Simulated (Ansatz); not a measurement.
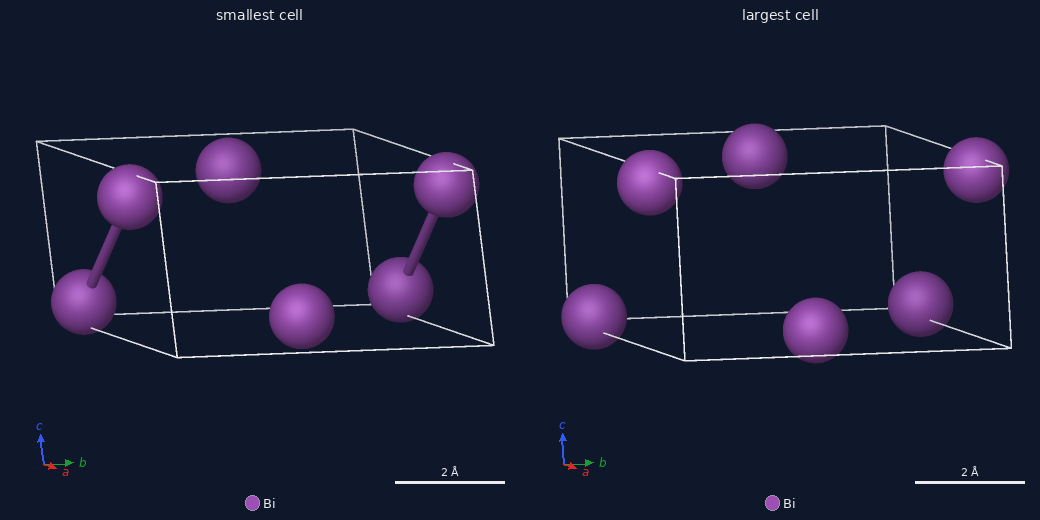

Bi, space group C2/m (No. 12), relaxed (cell and atoms, zero pressure) with five choices of dispersion term on top of r2SCAN; the smallest and the largest of the relaxed conventional cells are drawn to one scale (sticks follow a distance rule). The start was a structure listed in the Materials Project. This isn't the form of Bi at room conditions, which is rhombohedral.

Alike in all runs: Ansatz 0.2.0; functional r2SCAN; potentials Ansatz PAW; cutoff 500 eV; k mesh 6 × 6 × 9 on the run's cell of 2 atoms; occupations fermi-dirac, width 0.05 eV; no spin polarisation; no spin-orbit coupling. All runs are metallic.

```tsv
level	volume (Å³/atom)	a (Å)	b (Å)	c (Å)
none	35.39	6.741	6.333	3.361
D4	?	?	?	?
D3(BJ)-ATM	33.11	6.923	6.147	3.353
rVV10	33.02	6.919	6.143	3.350
D3(BJ)	32.95	6.907	6.143	3.346
```

> What does D4 give?

Volume 33.24 Å³/atom; a 6.919 Å; b 6.159 Å; c 3.355 Å. That is between D3(BJ)-ATM and none in volume.

> Order the levels by the relaxed volume, smallest first.

D3(BJ) (32.95 Å³/atom), rVV10 (33.02 Å³/atom), D3(BJ)-ATM (33.11 Å³/atom), D4 (33.24 Å³/atom), none (35.39 Å³/atom). Rows within a few tenths of a per cent can't be told apart.

Caveat: the plane-wave basis is chosen anew once the cell has moved, so the energies of steps on either side of that aren't comparable; the potentials were made with another functional, which shifts all volumes alike; pairwise dispersion terms can overbind metals strongly; spin-orbit coupling is left out, which matters for Bi, in volumes and forces too.
